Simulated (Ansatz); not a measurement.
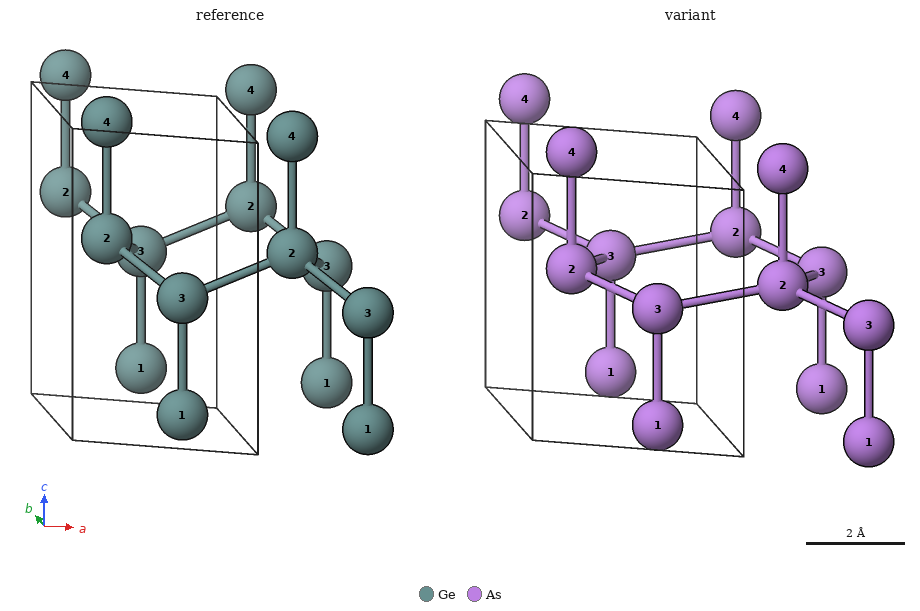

Left: crystalline Ge (set up in P6_3/mmc). Right: the same structure after one change, at the same scale. The picture is a ball-and-stick view of the cell of the calculation, repeated 2 × 2 × 1 with one cell outlined, seen slightly off an axis.

These are results of DFT PBEsol, scalar-relativistic, plane waves, PAW (Ansatz 0.2.0), not measurements. Set-up: plane-wave cutoff 420 eV; occupations gaussian; smearing width 0.1 eV; no spin polarisation. The k-mesh is chosen for each cell (12×12×6, 12×12×8).

> What distinguishes the right structure from the left one?

Every germanium atom is replaced by arsenic, which gives As. Cell and atoms are relaxed again (to zero pressure within 0.1 GPa, forces under 0.01 eV/Å).

> How do the computed properties respond?

The volume per atom goes from 22.82 to 25.28 Å³. Cell: a = b 3.997 → 4.548 Å (+13.8 %), c 6.596 → 5.643 Å (−14.5 %). Volume +10.8 %. The space group stays P6_3/mmc (No. 194).
